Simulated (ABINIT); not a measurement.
**Run report: TiSe2, workfunction calculation (part 2 of 3)**

TiSe2 (slab, 6 atoms in the cell); Kohn-Sham DFT of a periodic cell, PBE, JTH PAW PBE v2.0, no spin polarisation (ABINIT 10.8.3); cutoff 408.17 eV, 9×9×1 k-mesh, fermi-dirac of 0.05 eV. The structure derives from an entry of the Crystallography Open Database.

Geometry of the input (Å; fractional positions):
```
3.5360  -0.0000  0.0000
-1.7680  3.0623  0.0000
0.0000  0.0000  24.0684
Se 0.6667  0.3333  0.3116
Ti 0.0000  0.0000  0.3753
Se 0.3333  0.6667  0.4389
Se 0.6667  0.3333  0.5611
Ti 0.0000  0.0000  0.6247
Se 0.3333  0.6667  0.6884
```

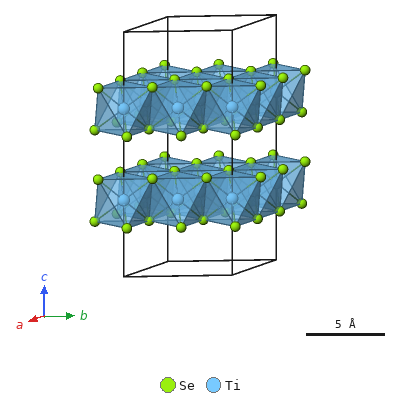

*The input geometry (polyhedral view of the 2 × 2 repeat of the cell, with the vacuum cut short, seen slightly off an axis; polyhedra are completed across the faces of the cell). An atom can appear more than once, as a periodic image.*

**Log, continued**
```
  1.29E-14 1.29E-14 2.15E-13 2.44E-13 1.89E-13 2.51E-13 2.50E-13 2.56E-13
  2.69E-13 2.21E-13 2.49E-13 3.02E-13 9.75E-13 9.44E-13 8.37E-13 7.91E-13
  2.54E-12 4.36E-12 5.03E-13 9.45E-09 7.25E-13
 reduced coordinates (array xred) for    6 atoms
       0.666666666667      0.333333333333      0.311611367500
       0.000000000000      0.000000000000      0.375272356600
       0.333333333333      0.666666666667      0.438933345800
       0.666666666667      0.333333333333      0.561066654200
       0.000000000000      0.000000000000      0.624727643400
       0.333333333333      0.666666666667      0.688388632500
 rms dE/dt=  6.9166E-02; max dE/dt=  2.0061E-01; dE/dt below (all hartree)
    1       0.000000000000      0.000000000000      0.200606450082
    2       0.000000000000     -0.000000000000     -0.033914428344
    3       0.000000000000     -0.000000000000     -0.040769273553
    4       0.000000000000     -0.000000000000      0.040769273553
    5       0.000000000000     -0.000000000000      0.033914428344
    6      -0.000000000000      0.000000000000     -0.200606450082

 cartesian coordinates (angstrom) at end:
    1      1.76800090212105     1.02075579675514     7.49999999547361
    2      0.00000000000000     0.00000000000000     9.03222079278405
    3      0.00000000001764     2.04151159351028    10.56444159250132
    4      1.76800090212105     1.02075579675514    13.50399999114407
    5      0.00000000000000     0.00000000000000    15.03622079086135
    6      0.00000000001764     2.04151159351028    16.56844158817179

 cartesian forces (hartree/bohr) at end:
    1      0.00000000000000    -0.00000000000000    -0.00441060387323
    2      0.00000000000000     0.00000000000000     0.00074565453379
    3     -0.00000000000000     0.00000000000000     0.00089636756829
    4      0.00000000000000     0.00000000000000    -0.00089636756829
    5      0.00000000000000     0.00000000000000    -0.00074565453379
    6      0.00000000000000    -0.00000000000000     0.00441060387323
 frms,max,avg= 1.5207053E-03 4.4106039E-03   0.000E+00  0.000E+00  0.000E+00 h/b

 cartesian forces (eV/Angstrom) at end:
    1      0.00000000000000    -0.00000000000000    -0.22680237013462
    2      0.00000000000000     0.00000000000000     0.03834309777647
    3     -0.00000000000000     0.00000000000000     0.04609307361155
    4      0.00000000000000     0.00000000000000    -0.04609307361155
    5      0.00000000000000     0.00000000000000    -0.03834309777647
    6      0.00000000000000    -0.00000000000000     0.22680237013462
 frms,max,avg= 7.8197812E-02 2.2680237E-01   0.000E+00  0.000E+00  0.000E+00 e/A
 length scales=  1.000000000000  1.000000000000  1.000000000000 bohr
              =  0.529177210544  0.529177210544  0.529177210544 angstroms
 Fermi (or HOMO) energy (hartree) =  -0.05448   Average Vxc (hartree)=  -0.20461
 Eigenvalues (hartree) for nkpt=  12  k points:
 kpt#   1, nband= 29, wtk=  0.01235, kpt=  0.0000  0.0000  0.0000 (reduced coord)
  -2.17031   -2.17031   -1.29673   -1.29673   -1.29611   -1.29611   -1.29611   -1.29611
  -0.56103   -0.55281   -0.52549   -0.51586   -0.23594   -0.20634   -0.13647   -0.13647
  -0.13545   -0.13545   -0.12330   -0.07636   -0.03942   -0.03942   -0.03657   -0.03657
  -0.03610   -0.03610   -0.03514   -0.03514   -0.02463
      occupation numbers for kpt#   1
   2.00000    2.00000    2.00000    2.00000    2.00000    2.00000    2.00000    2.00000
   2.00000    2.00000    2.00000    2.00000    2.00000    2.00000    2.00000    2.00000
   2.00000    2.00000    2.00000    1.99999    0.00055    0.00055    0.00012    0.00012
   0.00009    0.00009    0.00005    0.00005    0.00000
 kpt#   2, nband= 29, wtk=  0.07407, kpt=  0.1111  0.0000  0.0000 (reduced coord)
  -2.17028   -2.17028   -1.29665   -1.29665   -1.29648   -1.29648   -1.29619   -1.29619
  -0.55626   -0.54814   -0.52308   -0.51399   -0.23008   -0.20142   -0.15831   -0.14915
  -0.13545   -0.13398   -0.10430   -0.08614   -0.08061   -0.07024   -0.06461   -0.06120
  -0.03248   -0.03088   -0.01415   -0.01241   -0.01094
      occupation numbers for kpt#   2
   2.00000    2.00000    2.00000    2.00000    2.00000    2.00000    2.00000    2.00000
   2.00000    2.00000    2.00000    2.00000    2.00000    2.00000    2.00000    2.00000
   2.00000    2.00000    2.00000    2.00000    2.00000    1.99962    1.99197    1.94951
   0.00001    0.00001    0.00000    0.00000    0.00000
 kpt#   3, nband= 29, wtk=  0.07407, kpt=  0.2222  0.0000  0.0000 (reduced coord)
  -2.17020   -2.17020   -1.29744   -1.29744   -1.29645   -1.29645   -1.29641   -1.29641
  -0.54311   -0.53538   -0.51662   -0.50916   -0.21498   -0.19158   -0.18230   -0.17024
  -0.14435   -0.13758   -0.13433   -0.13180   -0.09691   -0.08554   -0.08114   -0.07614
  -0.04045   -0.03769   -0.00236   -0.00170    0.00014
      occupation numbers for kpt#   3
   2.00000    2.00000    2.00000    2.00000    2.00000    2.00000    2.00000    2.00000
   2.00000    2.00000    2.00000    2.00000    2.00000    2.00000    2.00000    2.00000
   2.00000    2.00000    2.00000    2.00000    2.00000    2.00000    2.00000    1.99998
   0.00096    0.00021    0.00000    0.00000    0.00000
 kpt#   4, nband= 29, wtk=  0.07407, kpt=  0.3333  0.0000  0.0000 (reduced coord)
  -2.17011   -2.17011   -1.29853   -1.29853   -1.29666   -1.29666   -1.29622   -1.29622
  -0.52557   -0.51881   -0.50846   -0.50364   -0.21474   -0.20859   -0.19796   -0.18626
  -0.17676   -0.15394   -0.13704   -0.13344   -0.11570   -0.09550   -0.09496   -0.08989
  -0.04976   -0.04552   -0.00162    0.00020    0.00456
      occupation numbers for kpt#   4
   2.00000    2.00000    2.00000    2.00000    2.00000    2.00000    2.00000    2.00000
   2.00000    2.00000    2.00000    2.00000    2.00000    2.00000    2.00000    2.00000
   2.00000    2.00000    2.00000    2.00000    2.00000    2.00000    2.00000    2.00000
   0.14231    0.01511    0.00000    0.00000    0.00000
 kpt#   5, nband= 29, wtk=  0.07407, kpt=  0.4444  0.0000  0.0000 (reduced coord)
  -2.17005   -2.17005   -1.29923   -1.29923   -1.29682   -1.29682   -1.29607   -1.29607
  -0.51154   -0.50650   -0.50236   -0.50039   -0.23844   -0.23658   -0.20937   -0.19557
  -0.15958   -0.14916   -0.14114   -0.13704   -0.13208   -0.10777   -0.09758   -0.09075
  -0.05472   -0.05008   -0.00296   -0.00264    0.00948
      occupation numbers for kpt#   5
   2.00000    2.00000    2.00000    2.00000    2.00000    2.00000    2.00000    2.00000
   2.00000    2.00000    2.00000    2.00000    2.00000    2.00000    2.00000    2.00000
   2.00000    2.00000    2.00000    2.00000    2.00000    2.00000    2.00000    2.00000
   1.06546    0.16721    0.00000    0.00000    0.00000
 kpt#   6, nband= 29, wtk=  0.07407, kpt=  0.1111  0.1111  0.0000 (reduced coord)
  -2.17022   -2.17022   -1.29712   -1.29712   -1.29652   -1.29652   -1.29637   -1.29637
  -0.54728   -0.53940   -0.51864   -0.51064   -0.21935   -0.19352   -0.17580   -0.16400
  -0.13812   -0.13691   -0.11887   -0.11720   -0.09629   -0.09101   -0.08868   -0.07048
  -0.03067   -0.02776   -0.00783   -0.00761   -0.00142
      occupation numbers for kpt#   6
   2.00000    2.00000    2.00000    2.00000    2.00000    2.00000    2.00000    2.00000
   2.00000    2.00000    2.00000    2.00000    2.00000    2.00000    2.00000    2.00000
   2.00000    2.00000    2.00000    2.00000    2.00000    2.00000    2.00000    1.99967
   0.00000    0.00000    0.00000    0.00000    0.00000
 kpt#   7, nband= 29, wtk=  0.14815, kpt=  0.2222  0.1111  0.0000 (reduced coord)
  -2.17014   -2.17014   -1.29806   -1.29806   -1.29670   -1.29670   -1.29629   -1.29629
  -0.53177   -0.52456   -0.51126   -0.50541   -0.20730   -0.19401   -0.18804   -0.18160
  -0.17004   -0.15558   -0.13714   -0.13412   -0.11363   -0.10922   -0.09950   -0.08687
  -0.03402   -0.02984   -0.00724   -0.00223    0.00582
      occupation numbers for kpt#   7
   2.00000    2.00000    2.00000    2.00000    2.00000    2.00000    2.00000    2.00000
   2.00000    2.00000    2.00000    2.00000    2.00000    2.00000    2.00000    2.00000
   2.00000    2.00000    2.00000    2.00000    2.00000    2.00000    2.00000    2.00000
   0.00003    0.00000    0.00000    0.00000    0.00000
 kpt#   8, nband= 29, wtk=  0.14815, kpt=  0.3333  0.1111  0.0000 (reduced coord)
  -2.17006   -2.17006   -1.29888   -1.29888   -1.29697   -1.29697   -1.29610   -1.29610
  -0.51545   -0.50965   -0.50390   -0.50100   -0.22403   -0.22106   -0.20514   -0.19264
  -0.16610   -0.14906   -0.14396   -0.14333   -0.12332   -0.11973   -0.11505   -0.10592
  -0.03742   -0.03201   -0.00406   -0.00127    0.00730
      occupation numbers for kpt#   8
   2.00000    2.00000    2.00000    2.00000    2.00000    2.00000    2.00000    2.00000
   2.00000    2.00000    2.00000    2.00000    2.00000    2.00000    2.00000    2.00000
   2.00000    2.00000    2.00000    2.00000    2.00000    2.00000    2.00000    2.00000
   0.00019    0.00001    0.00000    0.00000    0.00000
 kpt#   9, nband= 29, wtk=  0.07407, kpt=  0.4444  0.1111  0.0000 (reduced coord)
  -2.17003   -2.17003   -1.29920   -1.29920   -1.29708   -1.29708   -1.29603   -1.29603
  -0.50767   -0.50336   -0.50057   -0.49956   -0.23695   -0.23648   -0.20862   -0.19623
  -0.15418   -0.15141   -0.14667   -0.14432   -0.12949   -0.12424   -0.11620   -0.11258
  -0.03942   -0.03364   -0.00210   -0.00191    0.00859
      occupation numbers for kpt#   9
   2.00000    2.00000    2.00000    2.00000    2.00000    2.00000    2.00000    2.00000
   2.00000    2.00000    2.00000    2.00000    2.00000    2.00000    2.00000    2.00000
   2.00000    2.00000    2.00000    2.00000    2.00000    2.00000    2.00000    2.00000
   0.00055    0.00002    0.00000    0.00000    0.00000
 kpt#  10, nband= 29, wtk=  0.07407, kpt=  0.2222  0.2222  0.0000 (reduced coord)
  -2.17007   -2.17007   -1.29858   -1.29858   -1.29720   -1.29720   -1.29612   -1.29612
  -0.51707   -0.51097   -0.50451   -0.50124   -0.20825   -0.20705   -0.20083   -0.19447
  -0.16792   -0.15283   -0.14984   -0.14479   -0.14021   -0.13769   -0.11083   -0.10758
  -0.02282   -0.02075   -0.00831    0.00056    0.00600
      occupation numbers for kpt#  10
   2.00000    2.00000    2.00000    2.00000    2.00000    2.00000    2.00000    2.00000
   2.00000    2.00000    2.00000    2.00000    2.00000    2.00000    2.00000    2.00000
   2.00000    2.00000    2.00000    2.00000    2.00000    2.00000    2.00000    2.00000
   0.00000    0.00000    0.00000    0.00000    0.00000
 kpt#  11, nband= 29, wtk=  0.14815, kpt=  0.3333  0.2222  0.0000 (reduced coord)
  -2.17002   -2.17002   -1.29882   -1.29882   -1.29762   -1.29761   -1.29600   -1.29600
  -0.50576   -0.50161   -0.49930   -0.49878   -0.22090   -0.22023   -0.20522   -0.19652
  -0.16968   -0.16687   -0.15193   -0.15062   -0.14515   -0.13429   -0.12895   -0.12245
  -0.02141   -0.01660   -0.00372    0.00187    0.00350
      occupation numbers for kpt#  11
   2.00000    2.00000    2.00000    2.00000    2.00000    2.00000    2.00000    2.00000
   2.00000    2.00000    2.00000    2.00000    2.00000    2.00000    2.00000    2.00000
   2.00000    2.00000    2.00000    2.00000    2.00000    2.00000    2.00000    2.00000
   0.00000    0.00000    0.00000    0.00000    0.00000
 kpt#  12, nband= 29, wtk=  0.02469, kpt=  0.3333  0.3333  0.0000 (reduced coord)
  -2.17001   -2.17001   -1.29833   -1.29833   -1.29833   -1.29833   -1.29597   -1.29597
  -0.50065   -0.50065   -0.49705   -0.49705   -0.20544   -0.20541   -0.20541   -0.19652
  -0.19652   -0.19569   -0.15770   -0.14477   -0.14121   -0.14121   -0.13200   -0.13200
  -0.01211   -0.01196   -0.00310   -0.00310    0.00382
      occupation numbers for kpt#  12
   2.00000    2.00000    2.00000    2.00000    2.00000    2.00000    2.00000    2.00000
   2.00000    2.00000    2.00000    2.00000    2.00000    2.00000    2.00000    2.00000
   2.00000    2.00000    2.00000    2.00000    2.00000    2.00000    2.00000    2.00000
   0.00000    0.00000    0.00000    0.00000    0.00000
 Fermi (or HOMO) energy (eV) =  -1.48259   Average Vxc (eV)=  -5.56759
 Eigenvalues (   eV  ) for nkpt=  12  k points:
 kpt#   1, nband= 29, wtk=  0.01235, kpt=  0.0000  0.0000  0.0000 (reduced coord)
 -59.05720  -59.05720  -35.28582  -35.28578  -35.26882  -35.26882  -35.26882  -35.26882
 -15.26644  -15.04283  -14.29920  -14.03713   -6.42031   -5.61489   -3.71357   -3.71357
  -3.68580   -3.68580   -3.35510   -2.07777   -1.07278   -1.07278   -0.99525   -0.99525
  -0.98239   -0.98239   -0.95610   -0.95610   -0.67011
 kpt#   2, nband= 29, wtk=  0.07407, kpt=  0.1111  0.0000  0.0000 (reduced coord)
 -59.05634  -59.05634  -35.28369  -35.28365  -35.27913  -35.27913  -35.27118  -35.27118
 -15.13653  -14.91560  -14.23365  -13.98637   -6.26069   -5.48082   -4.30771   -4.05860
  -3.68572   -3.64571   -2.83808   -2.34390   -2.19360   -1.91143   -1.75826   -1.66526
  -0.88374   -0.84019   -0.38500   -0.33774   -0.29779
 kpt#   3, nband= 29, wtk=  0.07407, kpt=  0.2222  0.0000  0.0000 (reduced coord)
 -59.05417  -59.05417  -35.30526  -35.30525  -35.27813  -35.27811  -35.27714  -35.27714
 -14.77868  -14.56840  -14.05797  -13.85507   -5.84995   -5.21304   -4.96051   -4.63237
  -3.92805   -3.74373   -3.65542   -3.58659   -2.63713   -2.32778   -2.20799   -2.07201
  -1.10059   -1.02551   -0.06424   -0.04619    0.00379
 kpt#   4, nband= 29, wtk=  0.07407, kpt=  0.3333  0.0000  0.0000 (reduced coord)
 -59.05170  -59.05170  -35.33470  -35.33470  -35.28391  -35.28391  -35.27188  -35.27186
 -14.30137  -14.11758  -13.83584  -13.70461   -5.84346   -5.67610   -5.38686   -5.06837
  -4.80989   -4.18885   -3.72913   -3.63119   -3.14848   -2.59864   -2.58392   -2.44597
  -1.35413   -1.23868   -0.04396    0.00554    0.12420
 kpt#   5, nband= 29, wtk=  0.07407, kpt=  0.4444  0.0000  0.0000 (reduced coord)
 -59.05008  -59.05008  -35.35381  -35.35381  -35.28832  -35.28832  -35.26780  -35.26778
 -13.91968  -13.78255  -13.66979  -13.61635   -6.48837   -6.43755   -5.69736   -5.32172
  -4.34239   -4.05884   -3.84055   -3.72897   -3.59415   -2.93260   -2.65542   -2.46953
  -1.48914   -1.36287   -0.08053   -0.07182    0.25795
 kpt#   6, nband= 29, wtk=  0.07407, kpt=  0.1111  0.1111  0.0000 (reduced coord)
 -59.05483  -59.05483  -35.29641  -35.29641  -35.28005  -35.28003  -35.27606  -35.27606
 -14.89214  -14.67782  -14.11280  -13.89513   -5.96892   -5.26581   -4.78379   -4.46256
  -3.75854   -3.72545   -3.23467   -3.18915   -2.62007   -2.47648   -2.41310   -1.91794
  -0.83465   -0.75541   -0.21300   -0.20705   -0.03864
 kpt#   7, nband= 29, wtk=  0.14815, kpt=  0.2222  0.1111  0.0000 (reduced coord)
 -59.05250  -59.05250  -35.32199  -35.32199  -35.28493  -35.28493  -35.27384  -35.27381
 -14.47008  -14.27411  -13.91209  -13.75296   -5.64082   -5.27939   -5.11692   -4.94162
  -4.62709   -4.23360   -3.73186   -3.64953   -3.09208   -2.97216   -2.70754   -2.36386
  -0.92562   -0.81205   -0.19690   -0.06060    0.15824
 kpt#   8, nband= 29, wtk=  0.14815, kpt=  0.3333  0.1111  0.0000 (reduced coord)
 -59.05046  -59.05046  -35.34424  -35.34423  -35.29244  -35.29244  -35.26876  -35.26874
 -14.02608  -13.86820  -13.71172  -13.63301   -6.09627   -6.01546   -5.58220   -5.24193
  -4.51982   -4.05608   -3.91726   -3.90020   -3.35584   -3.25798   -3.13078   -2.88235
  -1.01820   -0.87110   -0.11043   -0.03452    0.19857
 kpt#   9, nband= 29, wtk=  0.07407, kpt=  0.4444  0.1111  0.0000 (reduced coord)
 -59.04965  -59.04965  -35.35298  -35.35297  -35.29543  -35.29543  -35.26675  -35.26673
 -13.81442  -13.69713  -13.62114  -13.59365   -6.44767   -6.43482   -5.67671   -5.33971
  -4.19542   -4.12018   -3.99112   -3.92720   -3.52361   -3.38081   -3.16199   -3.06357
  -1.07279   -0.91551   -0.05707   -0.05194    0.23377
 kpt#  10, nband= 29, wtk=  0.07407, kpt=  0.2222  0.2222  0.0000 (reduced coord)
 -59.05061  -59.05061  -35.33604  -35.33603  -35.29852  -35.29852  -35.26914  -35.26912
 -14.07016  -13.90428  -13.72845  -13.63944   -5.66670   -5.63423   -5.46489   -5.29190
  -4.56947   -4.15879   -4.07729   -3.94005   -3.81542   -3.74665   -3.01593   -2.92739
  -0.62088   -0.56471   -0.22617    0.01525    0.16323
 kpt#  11, nband= 29, wtk=  0.14815, kpt=  0.3333  0.2222  0.0000 (reduced coord)
 -59.04937  -59.04936  -35.34263  -35.34263  -35.30990  -35.30990  -35.26609  -35.26607
 -13.76233  -13.64949  -13.58659  -13.57260   -6.01099   -5.99264   -5.58433   -5.34750
  -4.61730   -4.54082   -4.13421   -4.09856   -3.94972   -3.65428   -3.50886   -3.33201
  -0.58262   -0.45175   -0.10114    0.05090    0.09514
 kpt#  12, nband= 29, wtk=  0.02469, kpt=  0.3333  0.3333  0.0000 (reduced coord)
 -59.04894  -59.04893  -35.32943  -35.32943  -35.32936  -35.32936  -35.26505  -35.26503
 -13.62339  -13.62339  -13.52536  -13.52536   -5.59023   -5.58942   -5.58942   -5.34759
  -5.34759   -5.32510   -4.29126   -3.93933   -3.84263   -3.84263   -3.59191   -3.59191
  -0.32947   -0.32541   -0.08435   -0.08435    0.10381
 Total charge density [el/Bohr^3]
)     Maximum=    1.4234E+00  at reduced coord.    0.0000    0.0000    0.6250
)Next maximum=    1.4234E+00  at reduced coord.    0.0000    0.0000    0.3750
)     Minimum=   -1.7076E-02  at reduced coord.    0.6667    0.3333    0.3125
)Next minimum=   -1.7076E-02  at reduced coord.    0.3333    0.6667    0.6875
   Integrated=    4.8000E+01

--- !EnergyTerms
iteration_state     : {dtset: 1, }
comment             : Components of total free energy in Hartree
kinetic             :  2.90278952046596E+01
hartree             :  4.44514307775186E+02
xc                  : -3.17816933927976E+01
Ewald energy        :  3.11845199619259E+02
psp_core            :  4.79716713019408E+00
local_psp           : -9.27416033733072E+02
PAW spherical_terms :  1.31531839037879E+01
internal            : -1.55859973492783E+02
'-kT*entropy'       : -3.91691908196647E-04
total_energy        : -1.55860365184692E+02
total_energy_eV     : -4.24117659748029E+03
...

--- !EnergyTermsDC
iteration_state     : {dtset: 1, }
comment             : '"Double-counting" decomposition of free energy'
band_energy         : -3.20021075913221E+01
Ewald energy        :  3.11845199619259E+02
psp_core            :  4.79716713019408E+00
xc_dc               : -4.54680006977613E+02
PAW spherical_terms :  1.41797572326300E+01
internal            : -1.55859990586852E+02
'-kT*entropy'       : -3.91691908196647E-04
total_energy_dc     : -1.55860382278760E+02
total_energy_dc_eV  : -4.24117706263359E+03
...

--- !EnergyTermsWithPAWCore
iteration_state     : {dtset: 1, }
comment             : 'Components of total free energy, including PAW core contributions'
Total energy        : -1.14282350885860E+04
Total energy DC     : -1.14282351056801E+04
Total energy (eV)   : -3.10978119105386E+05
Total energy DC (eV): -3.10978119570540E+05
...

 Cartesian components of stress tensor (hartree/bohr^3)
  sigma(1 1)= -1.61399048E-05  sigma(3 2)=  0.00000000E+00
  sigma(2 2)= -1.61399048E-05  sigma(3 1)=  0.00000000E+00
  sigma(3 3)= -3.46243393E-05  sigma(2 1)= -2.34280974E-14

-Cartesian components of stress tensor (GPa)         [Pressure=  6.5613E-01 GPa]
- sigma(1 1)= -4.74852393E-01  sigma(3 2)=  0.00000000E+00
- sigma(2 2)= -4.74852392E-01  sigma(3 1)=  0.00000000E+00
- sigma(3 3)= -1.01868323E+00  sigma(2 1)= -6.89278422E-10
```
